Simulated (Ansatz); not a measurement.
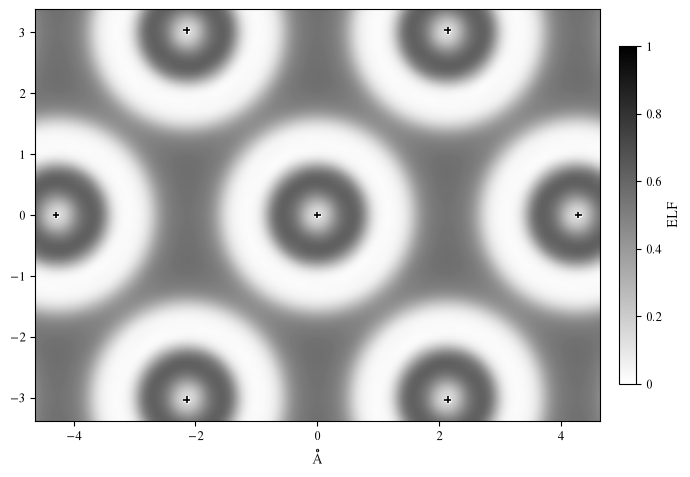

The ELF on a plane through atoms (crosses mark nuclei in the plane).

Level of theory: DFT, r2SCAN, PAW, plane waves, scalar-relativistic (Ansatz 0.2.0).

Candidates:
A. Ni, a = 3.57 Å, b = 3.57 Å, c = 3.57 Å, α = 90.00°, β = 90.00°, γ = 90.00°. Space group Fm-3m; computed pressure about −14 GPa in this cell; spin-polarised.
B. Na, a = 4.29 Å, b = 4.29 Å, c = 4.29 Å, α = 90.00°, β = 90.00°, γ = 90.00°. Space group Im-3m; computed without spin polarisation.

Which candidate gave the map?

Candidate B: Na on the (011̄) plane of the conventional cell, which holds Na. Na–Na (3.72 Å): the ELF is about 0.45 at the midpoint.
